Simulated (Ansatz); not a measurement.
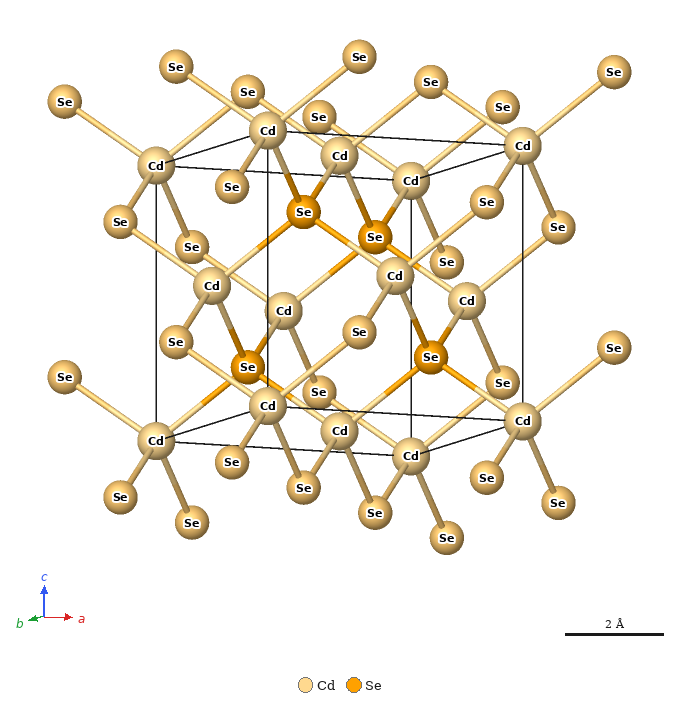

**Figure 1.** The structure (ball-and-stick view of the cell 4 times as large as that of the calculation, set on its symmetry axes, seen at an oblique angle; neighbours outside the cell are drawn fainter). Near neighbours in the crystal (not all of them lie inside the picture): Cd has 4 Se at 2.47 Å; Se has 4 Cd at 2.47 Å.

**CdSe: band-structure calculation**

- system: CdSe (F-43m, 2 atoms in the cell)
- method: DFT, PBE, all-electron LAPW, scalar-relativistic, no spin polarisation (Ansatz 0.2.0)

It belongs to a series of runs on one base structure; here: volume scaled by 0.8, LAPW.

What the program printed
```
Cd: projections on atomic orbitals take those of the free atom 1s2 2s2 2p6 3s2 3p6 3d10 4s2 4p6 4d10 5s2, of charge +0.00 (hamiltonian.pseudopotentials.projection_atoms)
Se: projections on atomic orbitals take those of the free atom 1s2 2s2 2p6 3s2 3p6 3d10 4s2 4p4, of charge +0.00 (hamiltonian.pseudopotentials.projection_atoms)
LAPW: plane waves up to 9.178 Å⁻¹, error target 1.0e-3 eV per atom; small_component_spin mean_spin; Se in spheres of 1.193 Å, 24 of its electrons in bands, Dirac shells []; Cd in spheres of 1.275 Å, 30 of its electrons in bands, Dirac shells [] (how accurate: hamiltonian.pseudopotentials.lapw.basis_error, Limitations)
Engine: ansatz 0.2.0, x86_64-unknown-linux-gnu
Pseudopotentials: kind: all_electron
Pseudopotential: Cd, LAPW, valence charge 30, lapw/all_electron/scalar/gaussian/Cd, Koelling and Harmon's equation, gaussian nucleus
Pseudopotential: Se, LAPW, valence charge 24, lapw/all_electron/scalar/gaussian/Se, Koelling and Harmon's equation, gaussian nucleus
Functional definition: PBE
  parameter kappa = 0.804
  parameter beta = 0.06672455060314922
  exchange = pbe_x(kappa = kappa, mu = beta*pi^2/3)
  correlation = pbe_c(beta = beta)
Crystal: 2 atoms, lattice volume = 46.307 Å³
Basis set: ecut = 320.9204636373804 eV, 609 PW (Γ), exchange–correlation at level 2
Bands: 33, of which v1, the nominal top of the filled ones, is band 27 counted from 1 (26 counted from 0)
Symmetry: 24 space group operations
Space group: F-43m (ITA 216), of the structure as read, at distance tolerance 3.6e-5 Å
k-points: 29 of 512 (time reversal used)
Non-local potential: Cd, projectors of the file, none
Non-local potential: Se, projectors of the file, none
Initial density: superposition of atomic densities (chi_scale 0.1, normalization cell, long waves kept (reshape's long-wave potential 0.00 eV rms))
Initial wavefunctions: plane waves of lowest kinetic energy (no species holds an atomic orbital)
Functional: x = pbe(κ = 0.804, μ = 0.2195149727645171), c = pbe(β = 0.06672455060314922)
iter 1 solved again at ethr=1.73e-3 eV; its pass at ethr=1.00e-1 eV (dr2=9.32e-1 eV) is discarded
SCF iter   1: F=—  HF=-218362.089919 eV  |F-HF|=—  |Δ(HF+E_count)|=         —  Δρ=3.30e-2  dr2=9.34e-1  ethr=1.73e-3  ⟨swp⟩=2.0  Hψ=5872  notcnv=0
preconditioner: auto → none  [insulator: Δε(μ)=1.294 eV  Ē_g=14.402 eV  σ=0.030 eV  W_gap=1.00  n_scr=14 (ndim 8)  ℏωp=23.2 eV  f_vac=0.213  D(μ)=0.00/eV (n_scr^D=0)  ε∞_Penn≈3.6]
iter 2 solved again at ethr=3.24e-5 eV; its pass at ethr=1.73e-3 eV (dr2=1.75e-2 eV) is discarded
SCF iter   2: F=—  HF=-218361.747476 eV  |F-HF|=—  |Δ(HF+E_count)|=   3.42e-1  Δρ=7.57e-3  dr2=1.75e-2  ethr=3.24e-5  ⟨swp⟩=2.0  Hψ=4862  notcnv=0
SCF iter   3: F=—  HF=-218361.718005 eV  |F-HF|=—  |Δ(HF+E_count)|=   2.95e-2  Δρ=4.65e-3  dr2=9.58e-3  ethr=3.24e-5  ⟨swp⟩=2.0  Hψ=2901  notcnv=0
SCF iter   4: F=—  HF=-218361.717312 eV  |F-HF|=—  |Δ(HF+E_count)|=   6.93e-4  Δρ=1.88e-3  dr2=1.70e-3  ethr=1.77e-5  ⟨swp⟩=2.0  Hψ=2781  notcnv=0
SCF iter   5: F=—  HF=-218361.717454 eV  |F-HF|=—  |Δ(HF+E_count)|=   1.41e-4  Δρ=3.24e-4  dr2=3.70e-5  ethr=3.15e-6  ⟨swp⟩=2.0  Hψ=2766  notcnv=0
SCF iter   6: F=—  HF=-218361.717463 eV  |F-HF|=—  |Δ(HF+E_count)|=   9.56e-6  Δρ=6.37e-5  dr2=1.50e-6  ethr=6.85e-8  ⟨swp⟩=2.9  Hψ=2759  notcnv=0
SCF iter   7: F=-218361.717467 eV  HF=-218361.717467 eV  |F-HF|=6.30e-8  |Δ(HF+E_count)|=   3.58e-6  Δρ=7.86e-6  dr2=2.47e-8  ethr=2.79e-9  ⟨swp⟩=3.0  Hψ=2884  notcnv=0
SCF 1 converged in 7 iterations: F = -218361.717467 eV  dr2 = 2.47e-8
NSCF: frozen V_eff on 43 k-points
SCF converged after 7 iterations
Free energy (F): -218361.717467 eV
Harris-Foulkes:  -218361.717467 eV  (|F-HF|=6.30e-8)
Internal energy: -218361.717467 eV  (E = F + TS)
E sigma→0 (E₀):  -218361.717467 eV
Fermi energy:    11.997362 eV
--- Per-component energies (eV) ---
  E_band       = -5754.260213
  E_kinetic    = 227186.371656
  E_xc         = -6608.804972
  E_electrostatic = -438939.284151  (all electrons and nuclei)
  E_smearing   = -0.000000  (= −TS)
  E_closure    = 0.000000  (closes the sum)
  E_atoms      = -218356.868614  (free atoms, spherical and without spin; not in F)
  Σ components = -218361.717467   (vs F -218361.717467, Δ=0.00e0)
  Basis errors (estimates in eV, not in F): energy 4.3e-4 per atom: plane waves 3.9e-4 (2.3e-4 summed), levels above the bands 2.7e-144, relativity 5.7e-8, radial functions 4.1e-5, core shells 7.9e-8; eigenvalues (radial functions only) 1.4e-6; not estimated: angular momenta, meshes, grids; target (lapw.basis_error) 1.0e-3; muffin-tin radii Se 1.193 Å, Cd 1.275 Å
--- Forces (eV/Å), atoms counted from 1 ---
  atom   1  Cd    -0.00000000     0.00000000     0.00000000
  atom   2  Se     0.00000000    -0.00000000    -0.00000000
  max |Σ_I F_I| component: 8.33e-17 eV/Å
--- Stress (GPa, compression-positive) ---
       20.128048      -0.000000      -0.000000
       -0.000000      20.128048       0.000000
       -0.000000       0.000000      20.128048
  P = ⅓ Tr σ = 20.1280 GPa (201.280 kbar)
--- Band table (eV; the first three rows and the last of 29) ---
  k-point 0: bands = ["-378.0639", "-378.0639", "-378.0622", "-378.0622", "-378.0622", "-195.9969", "-135.4655", "-135.4655", "-135.4655", "-90.7141", "-51.7885", "-51.7885", "-51.7885", "-35.6943", "-35.6943", "-35.6943", "-35.6874", "-35.6874", "-2.4222", "2.6603", "2.6603", "2.6603", "3.2888", "3.2888", "11.4877", "11.4877", "11.4877", "12.4737", "17.3561", "17.3561", "17.3561", "22.0450", "23.0643"]
  k-point 1: bands = ["-378.0639", "-378.0639", "-378.0622", "-378.0622", "-378.0622", "-195.9969", "-135.4655", "-135.4655", "-135.4655", "-90.7141", "-51.7886", "-51.7885", "-51.7885", "-35.6944", "-35.6943", "-35.6943", "-35.6874", "-35.6874", "-2.3401", "2.6885", "2.6885", "2.7141", "3.2865", "3.2865", "10.1250", "11.3039", "11.3039", "13.4681", "17.2252", "17.6187", "17.6187", "22.0540", "22.0540"]
  k-point 2: bands = ["-378.0639", "-378.0639", "-378.0622", "-378.0622", "-378.0622", "-195.9969", "-135.4655", "-135.4655", "-135.4655", "-90.7141", "-51.7890", "-51.7886", "-51.7886", "-35.6945", "-35.6943", "-35.6943", "-35.6874", "-35.6874", "-2.1383", "2.7499", "2.7499", "2.9255", "3.2907", "3.2907", "8.2784", "10.9061", "10.9061", "14.0930", "17.7077", "17.9965", "17.9965", "21.7883", "21.7883"]
  k-point 28: bands = ["-378.0639", "-378.0639", "-378.0622", "-378.0622", "-378.0622", "-195.9969", "-135.4655", "-135.4655", "-135.4655", "-90.7140", "-51.7892", "-51.7891", "-51.7888", "-35.6947", "-35.6945", "-35.6943", "-35.6874", "-35.6873", "-1.6704", "2.9307", "2.9922", "3.2327", "3.2779", "4.1014", "6.4654", "8.3004", "8.4522", "16.6306", "17.3286", "18.2729", "19.0315", "23.3789", "24.8445"]
--- Löwdin populations: 2 sites ---
  site symbol       q [e]
     0     Cd     46.7098
     1     Se     35.0829
  spilling = 0.002529 (of n_electrons = 82.000000)
```

File populations.tsv
```
# site	symbol	l	j	q
# orbitals = lowdin
# n_electrons = 82.000000
# spilling = 0.002529
# projection_atom_Cd: 1s2 2s2 2p6 3s2 3p6 3d10 4s2 4p6 4d10 5s2
# projection_atom_Se: 1s2 2s2 2p6 3s2 3p6 3d10 4s2 4p4
0	Cd	0_1S	-	1.999999
0	Cd	0_2S	-	1.999961
0	Cd	0_3S	-	1.999378
0	Cd	0_4S	-	1.989805
0	Cd	0_5S	-	0.753392
0	Cd	1_2P	-	6.000000
0	Cd	1_3P	-	5.999994
0	Cd	1_4P	-	5.999203
0	Cd	2_3D	-	10.000000
0	Cd	2_4D	-	9.968024
1	Se	0_1S	-	1.999998
1	Se	0_2S	-	1.999891
1	Se	0_3S	-	1.997628
1	Se	0_4S	-	1.866742
1	Se	1_2P	-	5.999998
1	Se	1_3P	-	5.999446
1	Se	1_4P	-	5.219473
1	Se	2_3D	-	9.999698
```

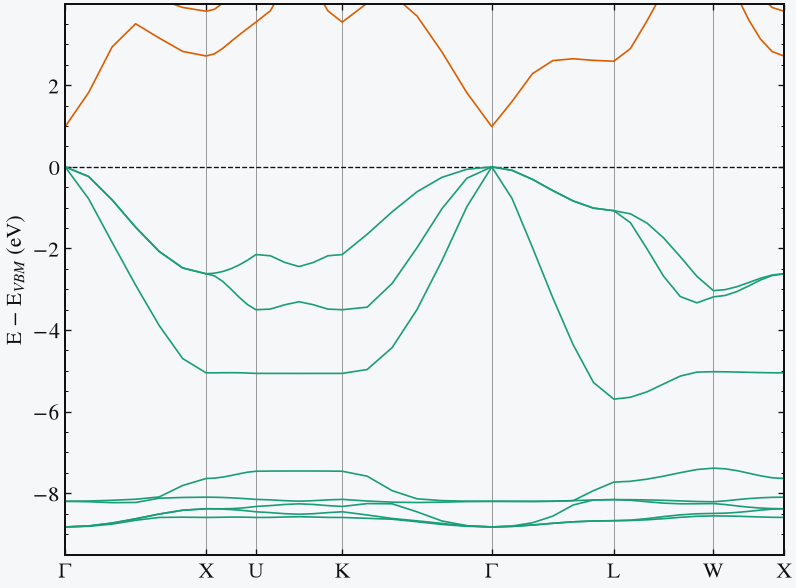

**Figure 2.** Band structure along Γ–X–U–K–Γ–L–W–X, with energies from the valence-band top. There is a gap of 0.99 eV on this path, direct, at Γ.

This output came from the following input.

The input
```yaml
crystal:
  lattice:
    - [0.0, 2.8501873023, 2.8501873023]
    - [2.8501873023, 0.0, 2.8501873023]
    - [2.8501873023, 2.8501873023, 0.0]
  atoms:
    - { symbol: Cd, position: [0.0, 0.0, 0.0] }
    - { symbol: Se, position: [0.25, 0.25, 0.25] }
kpoints:
  mp_grid: { grid: [8, 8, 8] }
  band_path:
    path:
      - [0.0, 0.0, 0.0]
      - [-0.5, -0.5, 0.0]
      - [-0.375, -0.375, 0.25]
      - [-0.375, 0.0, 0.375]
      - [0.0, 0.0, 0.0]
      - [0.0, 0.0, 0.5]
      - [-0.5, -0.25, 0.25]
      - [-0.5, -0.5, 0.0]
    npoints: 6
scf:
  occupations: { method: fermi_dirac, width: 0.03 }
hamiltonian:
  xc: pbe
  pseudopotentials: { kind: all_electron, lapw: { basis_error: 0.001 } }
output:
  forces: true
  stress: true
  eigenvalues: true
  populations: true
```

Command:
```bash
ansatz run input.yaml --threads 1 --pin off --max-ram 2048MiB --backend cpu --events-out ev --progress --plain --runs-dir out
```

Summary

| quantity | value |
| --- | --- |
| outcome | converged |
| space group (tolerance 0.01 Å) | F-43m (216) |
| electrons in bands (core shells apart) | 54 |
| free energy | −218361.7175 eV |
| Fermi energy | 11.997 eV |
| pressure | 20.13 GPa |
| electronic character | gap of 0.99 eV |
| largest force (length of the vector) | under 0.001 eV/Å |
| hardware | 1 thread of Intel Xeon @ 2.50GHz (Skylake/Cascade Lake), 64 GiB of memory available, shared host |
| wall time | 24 s |
| peak memory | 0.37 GiB |

Notes

The cell is under a pressure of 20 GPa at this level, so it is not at its equilibrium volume.
